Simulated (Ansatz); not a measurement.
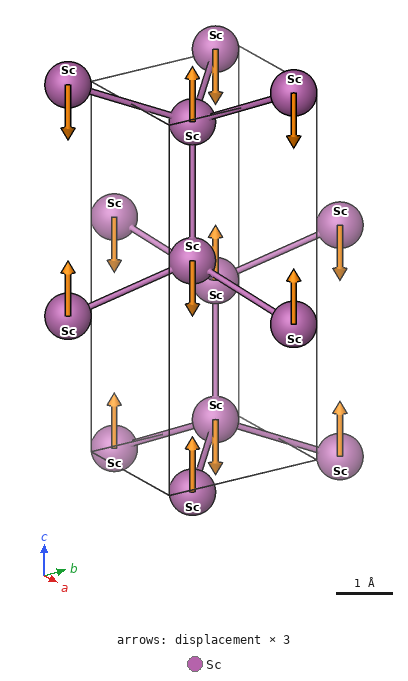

This is a relaxation of crystalline Sc (built on the lonsdaleite_194 type). The starting structure is drawn; orange arrows show the displacements (the part carried along by the change of the cell is left out), magnified 3 times.

The picture is a ball-and-stick view of the cell of the calculation, seen slightly off an axis.

Case: lonsdaleite type (P6_3/mmc, No. 194).

Computed with Ansatz, DFT PBEsol, scalar-relativistic, plane waves, PAW. Set-up: plane-wave cutoff 420 eV; k-point mesh 15 × 15 × 8; occupations gaussian; smearing width 0.1 eV; no spin polarisation; cell and atoms relaxed; force threshold 0.01 eV/Å; at most 80 steps.

What did the optimiser do to the structure, and how much energy did it gain?

After 10 accepted moves (12 points after the start) the energy has fallen by 681 meV per atom. Largest force component: 0.3 eV/Å at the start, under 0.0001 eV/Å at the end. Pressure: 1.74 GPa at the start and 0.03 GPa at the end. The SCF was repeated twice at an unchanged geometry on a basis and grid sized afresh for the cell, which shifted the energy by 20.0 meV per atom at most. The largest moves relative to the cell, 0.35 Å, are those of Sc atoms. The drawn cell changes as follows: a = b 4.145 → 5.169 Å (+24.7 %), c 6.840 → 5.576 Å (−18.5 %); the volume changes by +26.8 %. Some distances before and after: Sc–Sc 4.275 → 2.788 Å, Sc–Sc 2.541 → 2.984 Å, Sc–Sc 2.565 → 2.788 Å. New bonds form: Sc–Sc (4.27 → 2.79 Å). Among the angles between lasting bonds that change: Sc–Sc–Sc 109.7° → 90.0°, Sc–Sc–Sc 109.3° → 120.0°. The space group (tolerance 0.01 Å) goes from P6_3/mmc (No. 194) to P6/mmm (No. 191). The run took of the order of 2.2 core-minutes on a shared host.
